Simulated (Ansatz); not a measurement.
## Ni: geometry relaxation (part 1 of 2)

Ni (R-3m, 3 atoms in the cell), computed with DFT PBE, scalar-relativistic, plane waves, PAW, spin-polarised (Ansatz 0.2.0).

The structure derives from a Materials Project entry. It belongs to a series of runs on one base structure; here: film's bulk on the substrate's plane, third vector and atoms relaxed. Figures and captions count atoms from 1; the log counts them from 0 in places.

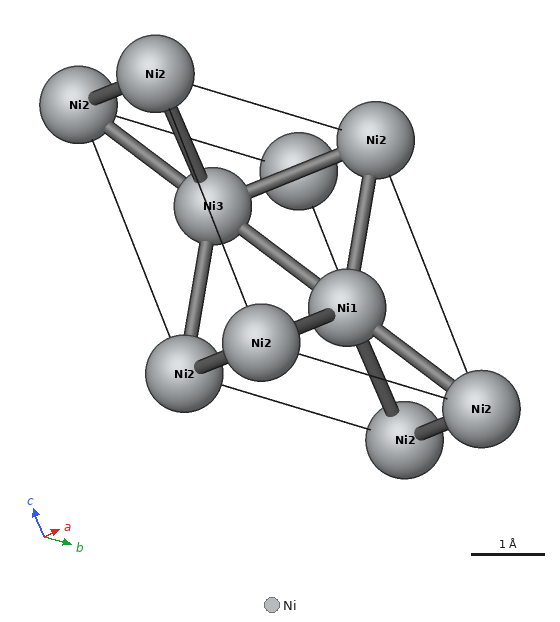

Figure 1. The structure as given in the input (ball-and-stick view of the reduced cell, seen at an oblique angle; atoms are numbered from 1 in the order of the input).

## The input
```yaml
crystal:
  lattice:
    - [4.1973182999, 0.0, 0.0]
    - [-2.0986591499, 3.6349842754, 0.0]
    - [-1.3991061, 0.0, 2.0965680558]
  atoms:
    - { symbol: Ni, position: [0.3333333333, 0.6666666667, 0.0], spin: 0.75 }
    - { symbol: Ni, position: [0.0, 0.0, 0.0], spin: 0.75 }
    - { symbol: Ni, position: [0.6666666667, 0.3333333333, 0.0], spin: 0.75 }
basis:
  ecutwfc: 420
kpoints:
  mp_grid: { grid: [9, 9, 16] }
hamiltonian:
  xc: pbe
scf:
  occupations: { method: gaussian, width: 0.1 }
output:
  forces: true
  stress: true
  eigenvalues: true
  populations: true
  write_density: true
  write_potential: true
  elf: true
  volumetric_format: npy
magnetization:
  spin_polarized: true
relax:
  adjacent_minimum: "off"
  f_tol: 0.01
  max_steps: 50
  cell: { fix: [a, b, gamma], stress_tol: 0.1 }
```

Launch command:
```bash
ansatz run input.yaml --threads 4 --pin off --max-ram 8192MiB --backend cpu --events-out ev --progress --plain --runs-dir out
```

## Log
```
Engine: ansatz 0.2.0, x86_64-unknown-linux-gnu
Pseudopotentials: kind: paw
Pseudopotential: Ni, paw, valence charge 18, recommended cutoff 420 eV (normal), Ni.paw.azcp
Functional definition: PBE
  parameter kappa = 0.804
  parameter beta = 0.06672455060314922
  exchange = pbe_x(kappa = kappa, mu = beta*pi^2/3)
  correlation = pbe_c(beta = beta)
Crystal: 3 atoms, lattice volume = 31.988 Å³
Basis set: ecut = 420 eV, 615 PW (Γ), exchange–correlation on 60×60×36 points (8 copies of the dense FFT grid, shifted against one another)
Bands: 34, of which v1, the nominal top of the filled ones, is band 27 counted from 1 (26 counted from 0)
Symmetry: 12 space group operations
Space group: R-3m (ITA 166), of the structure as read, at distance tolerance 3.2e-5 Å
Magnetic group: BNS 166.97 (UNI 1327), of the structure as read, at distance tolerance 3.2e-5 Å
k-points: 365 of 1296
Non-local potential: Ni, projectors of the file, l = 0: 3, l = 1: 2, l = 2: 3, l = 3: 1
PAW form: soft (Blöchl's): semilocal exchange-correlation on the pseudo side does not see the compensation charge
PAW one-centre angular grid: Ni, 590 points (default); XC on 64 Gauss nodes
Initial density: superposition of atomic densities (chi_scale 0.1, normalization cell)
Starting moments: Σ|m| = 2.25 μB on 3 of 3 sites
Initial wavefunctions: pseudopotential atomic-orbital guess
Functional: x = pbe(κ = 0.804, μ = 0.2195149727645171), c = pbe(β = 0.06672455060314922)
iter 1 solved again at ethr=3.02e-3 eV; its pass at ethr=3.10e-3 eV (dr2=1.63e0 eV) is discarded
SCF iter   1: F=—  HF=-17516.631683 eV  |F-HF|=—  |Δ(HF+E_count)|=         —  Δρ=7.07e-2 (↑2.24e-2 ↓7.07e-2)  dr2=1.63e0  dr2_m=1.80e-1  M=2.302 μB ∫|m|=2.432 μB  β_m=0.30  ethr=3.02e-3  ⟨swp⟩=1.0  Hψ=109956  notcnv=0
Mixer restart at iter 1: flushing history
preconditioner: auto → Kerker (q_TF=auto, 2.977 Å⁻¹)  [metal: Δε(μ)=0.001 eV  Ē_g=8.885 eV  σ=0.100 eV  W_gap=0.01  n_scr=10 (ndim 8)  ℏωp=36.0 eV  f_vac=0.000  D(μ)=4.74/eV (n_scr^D=72)]
spin=Collinear: Kerker preconditioning applied to the charge; magnetization (m = ρ↑ − ρ↓) channel mixes plain (no charge-response kernel on spin).
SCF iter   2: F=—  HF=-17516.462750 eV  |F-HF|=—  |Δ(HF+E_count)|=   1.69e-1  Δρ=2.42e-2 (↑2.42e-2 ↓1.74e-2)  dr2=4.04e-2  dr2_m=8.39e-2  M=2.245 μB ∫|m|=2.408 μB  β_m=0.31  ethr=3.02e-3  ⟨swp⟩=2.1  Hψ=38064  notcnv=0
SCF iter   3: F=—  HF=-17517.443330 eV  |F-HF|=—  |Δ(HF+E_count)|=         —  Δρ=2.20e-2 (↑2.20e-2 ↓1.02e-2)  dr2=6.84e-2  dr2_m=3.59e-2  M=2.204 μB ∫|m|=2.395 μB  β_m=0.31  ethr=7.48e-5  ⟨swp⟩=2.0  Hψ=45206  notcnv=0  defer=1011
Mixer restart at iter 3: flushing history
SCF iter   4: F=—  HF=-17518.106292 eV  |F-HF|=—  |Δ(HF+E_count)|=   6.63e-1  Δρ=1.58e-2 (↑1.58e-2 ↓9.80e-3)  dr2=7.61e-2  dr2_m=8.84e-3  M=2.136 μB ∫|m|=2.345 μB  β_m=0.66  ethr=7.48e-5  ⟨swp⟩=2.3  Hψ=41606  notcnv=0  defer=1021
SCF iter   5: F=—  HF=-17518.954944 eV  |F-HF|=—  |Δ(HF+E_count)|=   8.49e-1  Δρ=1.35e-2 (↑4.72e-3 ↓1.35e-2)  dr2=6.30e-2  dr2_m=8.96e-3  M=1.977 μB ∫|m|=2.227 μB  β_m=0.83  ethr=7.48e-5  ⟨swp⟩=2.2  Hψ=47506  notcnv=0  defer=1037
SCF iter   6: F=—  HF=-17519.088577 eV  |F-HF|=—  |Δ(HF+E_count)|=   1.34e-1  Δρ=3.53e-3 (↑2.02e-3 ↓3.53e-3)  dr2=7.07e-3  dr2_m=3.49e-4  M=1.910 μB ∫|m|=2.173 μB  β_m=0.83  ethr=7.48e-5  ⟨swp⟩=2.0  Hψ=41733  notcnv=0  defer=1074
SCF iter   7: F=—  HF=-17519.100016 eV  |F-HF|=—  |Δ(HF+E_count)|=   1.14e-2  Δρ=7.09e-4 (↑7.09e-4 ↓4.59e-4)  dr2=3.06e-4  dr2_m=2.45e-5  M=1.888 μB ∫|m|=2.154 μB  β_m=0.91  ethr=1.31e-5  ⟨swp⟩=2.1  Hψ=34953  notcnv=0  defer=1074
SCF iter   8: F=—  HF=-17519.100247 eV  |F-HF|=—  |Δ(HF+E_count)|=   2.31e-4  Δρ=1.19e-3 (↑7.19e-4 ↓1.19e-3)  dr2=5.64e-4  dr2_m=1.86e-5  M=1.888 μB ∫|m|=2.154 μB  β_m=0.91  ethr=5.67e-7  ⟨swp⟩=2.0  Hψ=41839  notcnv=0  defer=1074
SCF iter   9: F=—  HF=-17519.100129 eV  |F-HF|=—  |Δ(HF+E_count)|=   1.18e-4  Δρ=4.99e-4 (↑2.22e-4 ↓4.99e-4)  dr2=1.01e-4  dr2_m=7.61e-6  M=1.888 μB ∫|m|=2.154 μB  β_m=0.80  ethr=5.67e-7  ⟨swp⟩=2.0  Hψ=40882  notcnv=0  defer=1074
SCF iter  10: F=—  HF=-17519.100128 eV  |F-HF|=—  |Δ(HF+E_count)|=   9.59e-7  Δρ=1.36e-4 (↑5.83e-5 ↓1.36e-4)  dr2=7.53e-6  dr2_m=6.30e-7  M=1.888 μB ∫|m|=2.154 μB  β_m=0.90  ethr=1.87e-7  ⟨swp⟩=2.0  Hψ=31388  notcnv=0  defer=1074
SCF iter  11: F=—  HF=-17519.100128 eV  |F-HF|=—  |Δ(HF+E_count)|=   5.27e-8  Δρ=7.32e-6 (↑5.47e-6 ↓7.32e-6)  dr2=3.00e-8  dr2_m=1.77e-9  M=1.888 μB ∫|m|=2.154 μB  β_m=0.95  ethr=1.39e-8  ⟨swp⟩=2.0  Hψ=34426  notcnv=0  defer=1074
SCF iter  12: F=-17519.100128 eV  HF=-17519.100128 eV  |F-HF|=2.68e-8  |Δ(HF+E_count)|=   1.14e-8  Δρ=1.04e-5 (↑4.49e-6 ↓1.04e-5)  dr2=3.47e-8  dr2_m=3.05e-9  M=1.888 μB ∫|m|=2.154 μB  ethr=5.56e-11  ⟨swp⟩=10.3  Hψ=160810  notcnv=0
SCF 1 converged in 12 iterations: F = -17519.100128 eV  dr2 = 3.47e-8
  greatest PAW one-centre occupation: 1.001 electrons in one spin orbital (limit 2), on the Ni atom at site 2 (counted from 0), in its partial waves of l = 1
relax step   1: F+E_penalty+E_count = -17519.10012821 eV  Δ(F+E_penalty+E_count) = +0.000e0 eV  max|allowed force component| = 3.646e-29 eV/Å  Δτ_max = 0.0000 Å  P = +5.313 GPa  Ω = 31.988 Å³  fix = [a, b, gamma]  reactions: a +8.762, b +13.160 GPa; gamma -2.539 GPa/rad  (12 SCF iters, dr2 threshold 1.00e-7 eV, accepted)
Crystal: 3 atoms, lattice volume = 31.754 Å³
Initial density: handed on by an earlier stage of this run
Starting moments: Σ|m| = 2.25 μB on 3 of 3 sites; this step starts from the density that it was given
Initial wavefunctions: those handed on with the density
iter 1 solved again at ethr=2.30e-6 eV; its pass at ethr=3.10e-3 eV (dr2=1.24e-3 eV) is discarded
SCF iter   1: F=—  HF=-17519.107297 eV  |F-HF|=—  |Δ(HF+E_count)|=         —  Δρ=1.37e-3 (↑1.25e-3 ↓1.37e-3)  dr2=1.20e-3  dr2_m=1.25e-5  M=1.887 μB ∫|m|=2.151 μB  β_m=0.65  ethr=2.30e-6  ⟨swp⟩=2.0  Hψ=110903  notcnv=0
preconditioner: auto → none  [metal: Δε(μ)=0.001 eV  Ē_g=9.618 eV  σ=0.100 eV  W_gap=0.01  n_scr=2 (ndim 8)  ℏωp=36.1 eV  f_vac=0.000  D(μ)=5.08/eV (n_scr^D=86)]
SCF iter   2: F=—  HF=-17519.107726 eV  |F-HF|=—  |Δ(HF+E_count)|=   4.29e-4  Δρ=2.14e-3 (↑1.75e-3 ↓2.14e-3)  dr2=2.44e-3  dr2_m=1.49e-5  M=1.883 μB ∫|m|=2.147 μB  β_m=0.21  ethr=2.22e-6  ⟨swp⟩=2.0  Hψ=43597  notcnv=0
SCF iter   3: F=—  HF=-17519.106945 eV  |F-HF|=—  |Δ(HF+E_count)|=   7.81e-4  Δρ=7.14e-4 (↑4.19e-4 ↓7.14e-4)  dr2=1.63e-4  dr2_m=9.68e-6  M=1.884 μB ∫|m|=2.148 μB  β_m=0.64  ethr=2.22e-6  ⟨swp⟩=2.0  Hψ=34842  notcnv=0
SCF iter   4: F=—  HF=-17519.107024 eV  |F-HF|=—  |Δ(HF+E_count)|=   7.98e-5  Δρ=2.90e-4 (↑6.36e-5 ↓2.90e-4)  dr2=1.84e-5  dr2_m=4.76e-6  M=1.882 μB ∫|m|=2.146 μB  β_m=0.68  ethr=3.02e-7  ⟨swp⟩=2.1  Hψ=41238  notcnv=0
SCF iter   5: F=—  HF=-17519.107041 eV  |F-HF|=—  |Δ(HF+E_count)|=   1.67e-5  Δρ=2.09e-4 (↑3.73e-5 ↓2.09e-4)  dr2=9.56e-6  dr2_m=2.81e-6  M=1.881 μB ∫|m|=2.146 μB  β_m=0.82  ethr=3.40e-8  ⟨swp⟩=1.4  Hψ=28058  notcnv=0
SCF iter   6: F=—  HF=-17519.107066 eV  |F-HF|=—  |Δ(HF+E_count)|=   2.50e-5  Δρ=7.14e-5 (↑3.49e-5 ↓7.14e-5)  dr2=1.07e-6  dr2_m=2.02e-7  M=1.878 μB ∫|m|=2.143 μB  β_m=0.89  ethr=1.77e-8  ⟨swp⟩=2.0  Hψ=43567  notcnv=0
SCF iter   7: F=—  HF=-17519.107067 eV  |F-HF|=—  |Δ(HF+E_count)|=   9.40e-7  Δρ=2.99e-5 (↑1.22e-5 ↓2.99e-5)  dr2=2.22e-7  dr2_m=3.17e-8  M=1.879 μB ∫|m|=2.143 μB  β_m=0.94  ethr=1.99e-9  ⟨swp⟩=2.3  Hψ=34234  notcnv=0
SCF iter   8: F=-17519.107067 eV  HF=-17519.107067 eV  |F-HF|=1.53e-8  |Δ(HF+E_count)|=   1.78e-7  Δρ=9.53e-6 (↑3.12e-6 ↓9.53e-6)  dr2=2.20e-8  dr2_m=3.69e-9  M=1.879 μB ∫|m|=2.143 μB  ethr=4.11e-10  ⟨swp⟩=6.4  Hψ=153787  notcnv=0
SCF 2 converged in 8 iterations: F = -17519.107067 eV  dr2 = 2.20e-8
relax step   2: F+E_penalty+E_count = -17519.10706720 eV  Δ(F+E_penalty+E_count) = -6.939e-3 eV  max|allowed force component| = 3.506e-29 eV/Å  Δτ_max = 0.0000 Å  P = +6.749 GPa  Ω = 31.754 Å³  energy of the carried Pulay correction = +8.667e-5 eV  fix = [a, b, gamma]  reactions: a +9.441, b +14.185 GPa; gamma -2.739 GPa/rad  (8 SCF iters, dr2 threshold 3.00e-7 eV, accepted)
Crystal: 3 atoms, lattice volume = 31.450 Å³
Basis set: ecut = 420 eV, 597 PW (Γ), exchange–correlation on 60×60×36 points (8 copies of the dense FFT grid, shifted against one another)
iter 1 solved again at ethr=4.05e-6 eV; its pass at ethr=3.10e-3 eV (dr2=2.19e-3 eV) is discarded
SCF iter   1: F=—  HF=-17519.110561 eV  |F-HF|=—  |Δ(HF+E_count)|=         —  Δρ=1.90e-3 (↑1.60e-3 ↓1.90e-3)  dr2=2.10e-3  dr2_m=2.45e-5  M=1.880 μB ∫|m|=2.140 μB  β_m=0.65  ethr=4.05e-6  ⟨swp⟩=2.0  Hψ=115639  notcnv=0
preconditioner: auto → none  [metal: Δε(μ)=0.003 eV  Ē_g=9.694 eV  σ=0.100 eV  W_gap=0.02  n_scr=2 (ndim 8)  ℏωp=36.3 eV  f_vac=0.000  D(μ)=4.97/eV (n_scr^D=82)]
SCF iter   2: F=—  HF=-17519.111345 eV  |F-HF|=—  |Δ(HF+E_count)|=   7.85e-4  Δρ=2.84e-3 (↑2.38e-3 ↓2.84e-3)  dr2=4.35e-3  dr2_m=2.21e-5  M=1.874 μB ∫|m|=2.135 μB  β_m=0.28  ethr=3.89e-6  ⟨swp⟩=2.0  Hψ=44770  notcnv=0  recentre
SCF iter   3: F=—  HF=-17519.109883 eV  |F-HF|=—  |Δ(HF+E_count)|=   1.46e-3  Δρ=5.36e-4 (↑2.41e-4 ↓5.36e-4)  dr2=4.08e-5  dr2_m=1.31e-5  M=1.877 μB ∫|m|=2.138 μB  β_m=0.55  ethr=3.89e-6  ⟨swp⟩=2.7  Hψ=43838  notcnv=0
SCF iter   4: F=—  HF=-17519.110085 eV  |F-HF|=—  |Δ(HF+E_count)|=   2.02e-4  Δρ=3.75e-4 (↑9.02e-5 ↓3.75e-4)  dr2=3.55e-5  dr2_m=7.55e-6  M=1.873 μB ∫|m|=2.134 μB  β_m=0.65  ethr=7.56e-8  ⟨swp⟩=2.1  Hψ=41789  notcnv=0
SCF iter   5: F=—  HF=-17519.110130 eV  |F-HF|=—  |Δ(HF+E_count)|=   4.56e-5  Δρ=3.21e-4 (↑8.16e-5 ↓3.21e-4)  dr2=2.78e-5  dr2_m=4.96e-6  M=1.872 μB ∫|m|=2.133 μB  β_m=0.60  ethr=6.58e-8  ⟨swp⟩=1.0  Hψ=24825  notcnv=0
SCF iter   6: F=—  HF=-17519.110184 eV  |F-HF|=—  |Δ(HF+E_count)|=   5.35e-5  Δρ=7.66e-5 (↑7.52e-5 ↓7.66e-5)  dr2=2.39e-6  dr2_m=3.59e-7  M=1.869 μB ∫|m|=2.131 μB  β_m=0.78  ethr=5.15e-8  ⟨swp⟩=2.0  Hψ=40615  notcnv=0
SCF iter   7: F=—  HF=-17519.110184 eV  |F-HF|=—  |Δ(HF+E_count)|=   2.45e-7  Δρ=3.86e-5 (↑2.46e-5 ↓3.86e-5)  dr2=4.78e-7  dr2_m=4.82e-8  M=1.869 μB ∫|m|=2.130 μB  β_m=0.88  ethr=4.43e-9  ⟨swp⟩=1.0  Hψ=24831  notcnv=0
SCF iter   8: F=—  HF=-17519.110184 eV  |F-HF|=—  |Δ(HF+E_count)|=   7.52e-8  Δρ=1.68e-5 (↑5.40e-6 ↓1.68e-5)  dr2=6.30e-8  dr2_m=1.21e-8  M=1.869 μB ∫|m|=2.130 μB  β_m=0.94  ethr=8.84e-10  ⟨swp⟩=2.2  Hψ=34474  notcnv=0
SCF iter   9: F=-17519.110184 eV  HF=-17519.110184 eV  |F-HF|=6.98e-10  |Δ(HF+E_count)|=   5.91e-8  Δρ=3.25e-6 (↑7.87e-7 ↓3.25e-6)  dr2=1.00e-9  dr2_m=5.13e-10  M=1.869 μB ∫|m|=2.130 μB  ethr=1.17e-10  ⟨swp⟩=6.2  Hψ=152644  notcnv=0
SCF 3 converged in 9 iterations: F = -17519.110184 eV  dr2 = 1.00e-9
relax step   3: F+E_penalty+E_count = -17519.11018418 eV  Δ(F+E_penalty+E_count) = -3.117e-3 eV  max|allowed force component| = 1.245e-29 eV/Å  Δτ_max = 0.0000 Å  P = +8.752 GPa  Ω = 31.450 Å³  energy of the carried Pulay correction = +2.003e-4 eV  fix = [a, b, gamma]  reactions: a +10.394, b +15.604 GPa; gamma -3.008 GPa/rad  (9 SCF iters, dr2 threshold 3.00e-7 eV, accepted)
Crystal: 3 atoms, lattice volume = 31.471 Å³
iter 1 solved again at ethr=2.21e-8 eV; its pass at ethr=3.10e-3 eV (dr2=1.19e-5 eV) is discarded
SCF iter   1: F=—  HF=-17519.110195 eV  |F-HF|=—  |Δ(HF+E_count)|=         —  Δρ=1.34e-4 (↑1.05e-4 ↓1.34e-4)  dr2=9.95e-6  dr2_m=1.35e-7  M=1.869 μB ∫|m|=2.130 μB  β_m=0.65  ethr=2.21e-8  ⟨swp⟩=2.1  Hψ=103954  notcnv=0
preconditioner: auto → none  [metal: Δε(μ)=0.002 eV  Ē_g=9.701 eV  σ=0.100 eV  W_gap=0.01  n_scr=2 (ndim 8)  ℏωp=36.3 eV  f_vac=0.000  D(μ)=5.00/eV (n_scr^D=82)]
SCF iter   2: F=—  HF=-17519.110199 eV  |F-HF|=—  |Δ(HF+E_count)|=   3.64e-6  Δρ=1.93e-4 (↑1.65e-4 ↓1.93e-4)  dr2=2.05e-5  dr2_m=8.70e-8  M=1.869 μB ∫|m|=2.131 μB  β_m=0.30  ethr=1.84e-8  ⟨swp⟩=2.0  Hψ=43466  notcnv=0
SCF iter   3: F=—  HF=-17519.110192 eV  |F-HF|=—  |Δ(HF+E_count)|=   6.86e-6  Δρ=3.46e-5 (↑1.23e-5 ↓3.46e-5)  dr2=1.30e-7  dr2_m=5.37e-8  M=1.869 μB ∫|m|=2.131 μB  β_m=0.55  ethr=1.84e-8  ⟨swp⟩=2.6  Hψ=42437  notcnv=0
SCF iter   4: F=—  HF=-17519.110193 eV  |F-HF|=—  |Δ(HF+E_count)|=   9.51e-7  Δρ=2.50e-5 (↑6.06e-6 ↓2.50e-5)  dr2=1.60e-7  dr2_m=3.36e-8  M=1.869 μB ∫|m|=2.131 μB  β_m=0.66  ethr=2.40e-10  ⟨swp⟩=2.0  Hψ=43581  notcnv=0
SCF iter   5: F=—  HF=-17519.110193 eV  |F-HF|=—  |Δ(HF+E_count)|=   2.31e-7  Δρ=2.11e-5 (↑5.10e-6 ↓2.11e-5)  dr2=1.16e-7  dr2_m=2.23e-8  M=1.869 μB ∫|m|=2.131 μB  β_m=0.83  ethr=2.40e-10  ⟨swp⟩=1.3  Hψ=25696  notcnv=0
SCF iter   6: F=-17519.110193 eV  HF=-17519.110193 eV  |F-HF|=1.10e-7  |Δ(HF+E_count)|=   2.90e-7  Δρ=2.00e-5 (↑9.55e-6 ↓2.00e-5)  dr2=1.45e-7  dr2_m=9.94e-9  M=1.869 μB ∫|m|=2.131 μB  ethr=2.15e-10  ⟨swp⟩=6.0  Hψ=159780  notcnv=0
SCF 4 converged in 6 iterations: F = -17519.110193 eV  dr2 = 1.45e-7
relax step   4: F+E_penalty+E_count = -17519.11019314 eV  Δ(F+E_penalty+E_count) = -8.964e-6 eV  max|allowed force component| = 4.628e-29 eV/Å  Δτ_max = 0.0000 Å  P = +8.613 GPa  Ω = 31.471 Å³  energy of the carried Pulay correction = +1.925e-4 eV  fix = [a, b, gamma]  reactions: a +10.331, b +15.505 GPa; gamma -2.987 GPa/rad  (6 SCF iters, dr2 threshold 1.67e-7 eV, accepted)
Initial wavefunctions: pseudopotential atomic-orbital guess (no wavefunctions were taken with the density)
iter 1 solved again at ethr=1.22e-9 eV; its pass at ethr=3.10e-3 eV (dr2=6.59e-7 eV) is discarded
```
